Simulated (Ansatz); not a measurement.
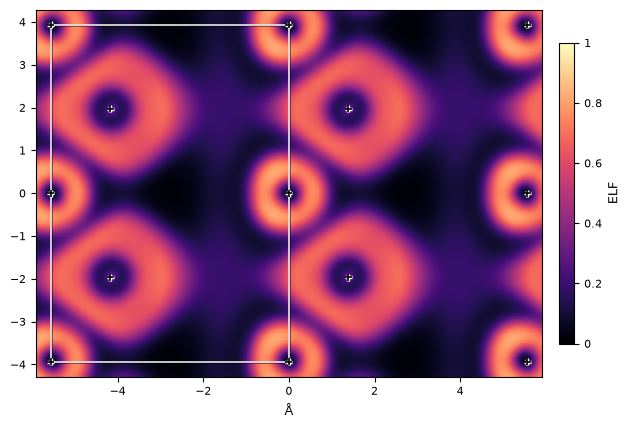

The electron localisation function on a plane through atoms (crosses mark nuclei in the plane).

All numbers below come from DFT r2SCAN, scalar-relativistic, plane waves, PAW in Ansatz.

Candidates:
A. NbAs, a = 5.57 Å, b = 5.57 Å, c = 5.57 Å, α = 90.00°, β = 90.00°, γ = 90.00°. Space group F-43m; started from the zinc blende prototype, which need not be the ambient phase; computed pressure about 15 GPa in this cell; spin-polarised.
B. HfN, a = 4.53 Å, b = 4.53 Å, c = 4.53 Å, α = 90.00°, β = 90.00°, γ = 90.00°. Space group Fm-3m; computed without spin polarisation.
C. SnO2, a = 4.73 Å, b = 5.74 Å, c = 5.24 Å, α = 90.00°, β = 90.00°, γ = 90.00°. Space group Pbcn; a structure from a database of computed crystals, not necessarily the ambient phase.

> Which candidate gave the map?

Candidate A: NbAs on the (110) plane of the conventional cell, which holds Nb and As. Nb–As (2.41 Å): the ELF is about 0.45 at the midpoint.
